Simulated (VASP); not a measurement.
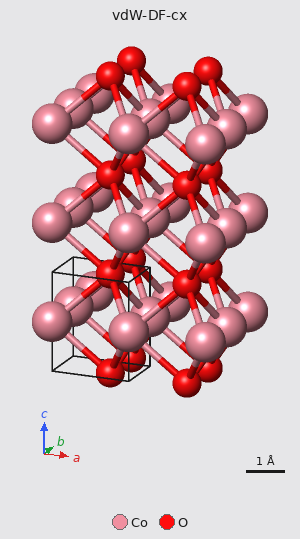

Solid CoO (a generated structure, set up in P-6m2), relaxed (cell and atoms) with several functionals. The picture shows the result with vdW-DF-cx. Style: ball-and-stick. Shown: the cell of the calculation, repeated 2 × 2 × 3 with one cell outlined, slightly off an axis.

Computed with VASP 6.6.1: VASP PAW PBE potentials, recommended. Settings: plane-wave cutoff 600 eV; k-point mesh 8 × 8 × 7; occupations fermi-dirac; smearing width 0.05 eV; collinear spin.

```
 functional  volume (Å³/atom)  a (Å)  c (Å)
  vdW-DF-cx             8.999  2.776  2.698
     r2SCAN             9.260  2.810  2.707
       SCAN             9.231  2.807  2.705
rev-vdW-DF2             9.164  2.798  2.704
 optB88-vdW                 ?      ?      ?
```

One row is withheld. What does the calculation give there?

Answer. With optB88-vdW the volume is the largest of the series, above r2SCAN (9.260). The calculation gives 9.309 Å³/atom (a = 2.818 Å, c = 2.707 Å). In order of volume: vdW-DF-cx < rev-vdW-DF2 < SCAN < r2SCAN < optB88-vdW; the spread is 3.4 %.
